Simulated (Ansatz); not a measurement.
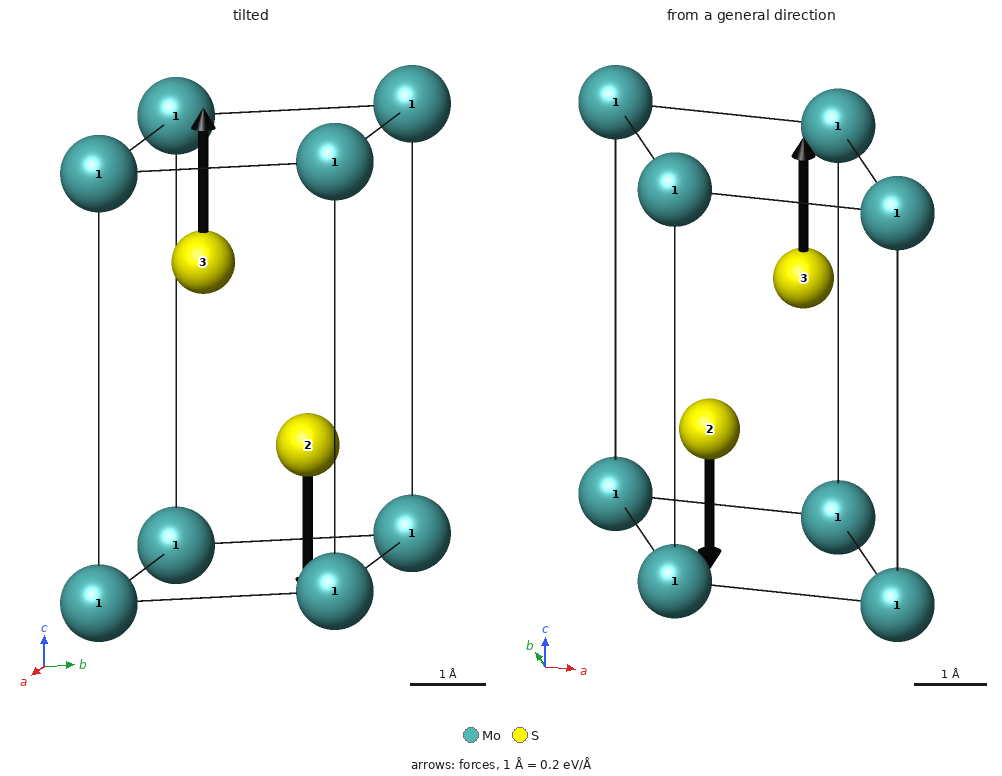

Spheres-only representation of a periodic structure, projected slightly off an axis and from a general direction. The parallelepiped is the simulation cell. The arrows are the computed forces on the atoms.

System: MoS2. The calculation: DFT, HSE06, plane waves, PAW (Ansatz 0.2.0), with plane-wave cutoff 420 eV, a 6×6×2 grid in reciprocal space, Fermi-Dirac smearing of 0.02 eV, no spin polarisation.

Is this an equilibrium geometry?

Answer. No. The atoms still feel forces of up to about 0.35 eV/Å, far above a usual threshold of 0.01 to 0.03 eV/Å.

Which atom has the biggest force on it?

Answer. S2 and S3, about 0.35 eV/Å.

The model was built from a structure type filled with these elements by a generator (whether the compound takes this form wasn't checked). Earlier steps of the study may have refined or changed the cell and positions. It went into a calculation with Ansatz.
